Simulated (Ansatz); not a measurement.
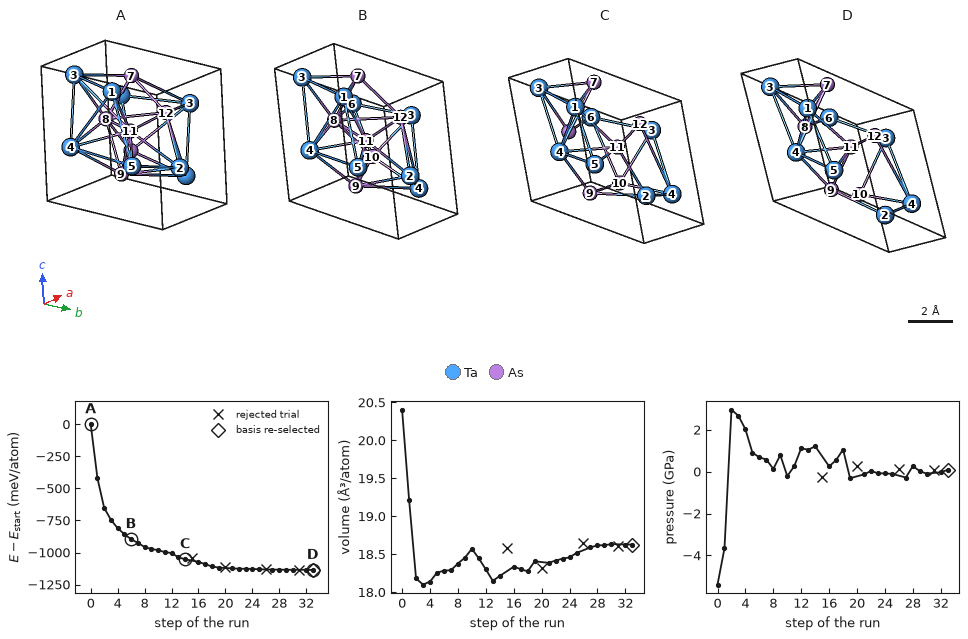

Frames of a relaxation of an amorphous cell of composition TaAs (coarse preliminary run), marked on the history of the run. A ball-and-stick model of the cell of the calculation, seen from a free direction.

Case: atoms packed at random at 1.16 times the crystal's volume.

Method: DFT PBE, scalar-relativistic, plane waves, PAW (Ansatz 0.2.0). (plane-wave cutoff 420 eV; k-point mesh 2 × 2 × 2; occupations gaussian; smearing width 0.1 eV; mesh shifted by (0.5, 0.5, 0.5); no spin polarisation; cell and atoms relaxed; force threshold 0.04 eV/Å; at most 70 steps)

> Describe the path.

Over 28 accepted moves (33 points after the start) the energy falls by 1136 meV per atom. Largest force component: 5.9 eV/Å at the start, 0.011 eV/Å at the end. The pressure goes from −5.39 to 0.09 GPa. The line search rejected the trial steps at points 15, 20, 26, 31 of the run. At 1 point the geometry stayed and the basis and grid were re-selected for the new cell (energy shift of 1.7 meV per atom at most each time). The largest moves relative to the cell, 1.63 Å, are those of As7 and As10. As10 goes along [−1 2 −1]. Largest moves by element: As 1.63 Å, Ta 1.15 Å. The volume changes by −8.7 %, with a 5.870 → 5.889 Å (+0.3 %), b 6.415 → 6.810 Å (+6.2 %), c 6.556 → 6.401 Å (−2.4 %), α 94.3° → 110.2°, β 94.9° → 105.8°, γ 93.0° → 98.4°. Near-neighbour distances that change, for instance: As8–As10 2.288 → 4.519 Å, Ta2–As8 5.063 → 2.889 Å, Ta6–As7 2.921 → 5.058 Å, Ta5–As10 4.824 → 2.777 Å. New bonds form: Ta1–As7 (3.90 → 2.62 Å), Ta2–As8 (5.06 → 2.89 Å), Ta2–Ta6 (4.37 → 2.93 Å), Ta5–As10 (4.82 → 2.78 Å). Bonds break: As7–As12 (2.36 → 3.64 Å), As7–As9 (2.37 → 3.27 Å), As8–As10 (2.29 → 4.52 Å), As8–As11 (2.33 → 3.94 Å). Among the angles between lasting bonds that change: Ta5–As7–Ta6 62.9° → 125.0°, Ta2–As7–Ta5 72.3° → 132.8°, Ta2–As10–Ta4 84.6° → 128.3°. Cost: 5.1 min on 2 threads of Arm Neoverse V1, with other jobs on the host, peak memory 0.66 GiB. From step 0 to 6: As7 moves most (0.97 Å), volume −10.4 %, energy −896 meV per atom. From step 6 to 14: As10 moves most (0.88 Å), volume −0.4 %, energy −157 meV per atom. From step 14 to 33: Ta2 moves most (0.51 Å), volume +2.3 %, energy −83.6 meV per atom.

| step | E − E(0), meV/atom | largest force component, eV/Å | pressure, GPa | volume, Å³/atom | note |
| --- | --- | --- | --- | --- | --- |
| 0 | 0.00 | 5.9020 | -5.39 | 20.404 |  |
| 1 | -420.69 | 3.4799 | -3.66 | 19.221 |  |
| 2 | -652.03 | 1.6220 | 2.96 | 18.181 |  |
| 3 | -744.51 | 1.2758 | 2.67 | 18.101 |  |
| 4 | -810.43 | 0.9695 | 2.03 | 18.140 |  |
| 5 | -856.66 | 0.7647 | 0.91 | 18.257 |  |
| 6 | -895.93 | 0.5340 | 0.68 | 18.285 |  |
| 7 | -924.93 | 0.8615 | 0.58 | 18.290 |  |
| 8 | -956.59 | 0.4073 | 0.13 | 18.379 |  |
| 9 | -972.10 | 0.5498 | 0.79 | 18.455 |  |
| 10 | -981.33 | 0.4868 | -0.21 | 18.572 |  |
| 11 | -996.60 | 0.4382 | 0.26 | 18.445 |  |
| 12 | -1003.86 | 0.8080 | 1.13 | 18.301 |  |
| 14 | -1052.75 | 0.9485 | 1.22 | 18.215 |  |
| 15 | -1044.21 | 1.0015 | -0.24 | 18.578 | rejected |
| 16 | -1072.80 | 0.5565 | 0.25 | 18.336 |  |
| 17 | -1090.50 | 0.3675 | 0.55 | 18.305 |  |
| 18 | -1108.73 | 0.7681 | 1.06 | 18.275 |  |
| 20 | -1114.92 | 0.5219 | 0.25 | 18.318 | rejected |
| 21 | -1123.54 | 0.2035 | -0.13 | 18.387 |  |
| 22 | -1125.98 | 0.1233 | 0.03 | 18.417 |  |
| 23 | -1126.72 | 0.1315 | -0.07 | 18.442 |  |
| 25 | -1130.47 | 0.2673 | -0.10 | 18.518 |  |
| 26 | -1129.65 | 0.6064 | 0.11 | 18.646 | rejected |
| 27 | -1133.30 | 0.1328 | -0.28 | 18.590 |  |
| 28 | -1133.43 | 0.2450 | 0.27 | 18.618 |  |
| 29 | -1134.57 | 0.0595 | 0.02 | 18.619 |  |
| 31 | -1134.50 | 0.0596 | 0.09 | 18.610 | rejected |
| 32 | -1134.68 | 0.0111 | -0.03 | 18.629 |  |
| 33 | -1136.40 | 0.0112 | 0.09 | 18.629 | same geometry, new basis |

Limits of the set-up: the periodic images lie only 5.9 Å apart, so the values are limited by the cell's size.
